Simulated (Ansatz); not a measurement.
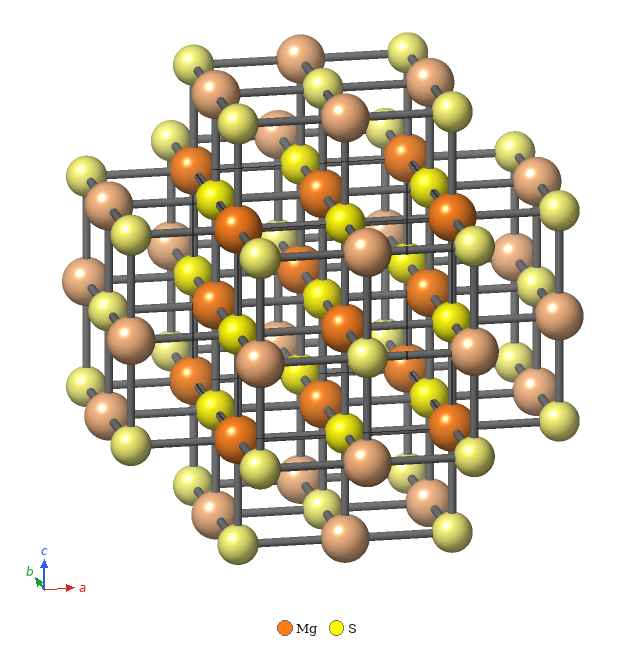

A ball-and-stick rendering, viewed slightly off an axis. The edges of the conventional unit cell are marked. Periodic images bonded to atoms of the box are shown as well, in fainter colours.

MgS, rock salt (NaCl type), space group Fm-3m (No. 225), a = 5.230 Å, b = 5.230 Å, c = 5.230 Å, α = 90.00°, β = 90.00°, γ = 90.00°. The model was built from a structure type filled with these elements by a generator (whether the compound takes this form wasn't checked). Earlier steps of the study may have refined or changed the cell and positions. It was run through Ansatz as a DFT input.

This one geometry was computed with Ansatz (DFT, plane waves, PAW) at three levels of theory: PBE, HSE06 and r2SCAN.

Question: Which level gives the highest pressure at this volume, and what does that say about its equilibrium volume?

Answer: Highest: PBE (0.0 GPa), which points to the largest equilibrium volume. Lowest, with the smallest volume: HSE06 (-1.6 GPa) and r2SCAN (-1.2 GPa). Levels within 0.5 GPa of each other can't be told apart.

Question: How does the band gap change with the level of theory?

Answer: PBE: a gap of 2.76 eV, indirect; r2SCAN: a gap of 3.43 eV, indirect; HSE06: a gap of 3.77 eV, indirect.

Question: Collect the results in a table.

Answer:
| level | cutoff (eV) | k-mesh of the run's cell | gap (eV) | pressure (GPa) |
| --- | --- | --- | --- | --- |
| PBE | 420 | 8×8×8 | 2.76 | 0.0 |
| HSE06 | 420 | 6×6×6 | 3.77 | -1.6 |
| r2SCAN | 500 | 8×8×8 | 3.43 | -1.2 |

Gaps are taken on the k-mesh or band path of each run.
